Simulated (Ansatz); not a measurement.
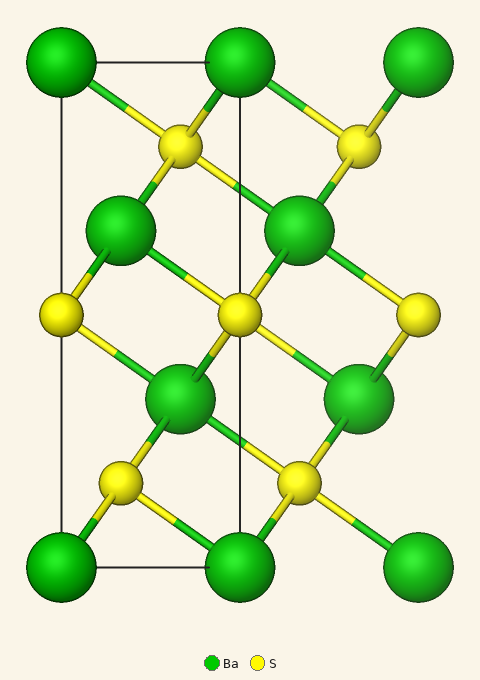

The picture looks along a close-packed row of the hexagonal mesh; [111] points upwards. Every atom sits on one of the three columns of the mesh; call them A, B, C in the order in which they first turn up. The box is the hexagonal cell of the face-centred cubic lattice. The sequence starts with the first layer at or above the cell's origin.

BaS (space group Fm-3m, No. 225). Coordinates: a calculation's input that goes back to an entry of the Crystallography Open Database (an earlier step may have relaxed or displaced it).

> Read off the stacking sequence over one period.

Ba(A) – S(B) – Ba(C) – S(A) – Ba(B) – S(C) (six layers in 11.13 Å).

> How are the S layers alone stacked?

S layers alone: BAC, the cubic close-packed type.

> Which positions between or in the S layers do the other atoms fill?

Ba: three octahedral sites in each hexagonal cell.

Heights of the layers:

| layer | atoms (column) | height (Å) | to next (Å) |
| --- | --- | --- | --- |
| 1 | Ba(A) | 0.00 | 1.86 |
| 2 | S(B) | 1.86 | 1.86 |
| 3 | Ba(C) | 3.71 | 1.86 |
| 4 | S(A) | 5.57 | 1.86 |
| 5 | Ba(B) | 7.42 | 1.86 |
| 6 | S(C) | 9.28 | 1.86 |
